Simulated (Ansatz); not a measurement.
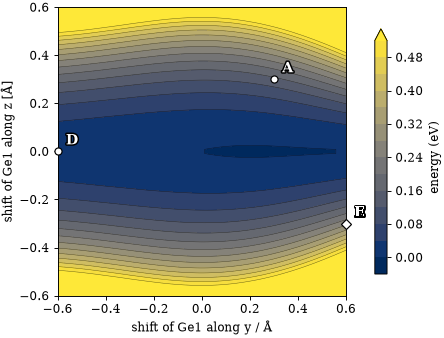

Ge (Cmcm, No. 63; 2 atoms in the cell). 
- Atom Ge1 is moved over a plane while all other atoms and the cell stay fixed (its periodic images move with it) (x along [1 0 0], y along [0 1 0], z along [0 0 1] of the conventional cell).
- Coordinates scanned: (1) shift of Ge1 along y; (2) shift of Ge1 along z.
- Grid: 5 × 5 points; 15 points were computed and 10 follow by symmetry.
- All energies are given in eV per cell relative to the undisplaced cell.
- The reference cell is the one listed in the database, not relaxed at this level.
- These are results of DFT PBEsol, scalar-relativistic, plane waves, PAW (Ansatz), not measurements. Settings: cutoff 420 eV, k-mesh 18×18×10 in the order of the run's cell vectors, gaussian smearing 0.15 eV, no spin polarisation.

Drawn: filled contours, one colour for all values above the top of the scale, lettered points. Between grid points the surface is interpolated.

Rank the lettered points by energy, lowest first.

D (0.012 eV), A (0.15 eV), E (0.27 eV).
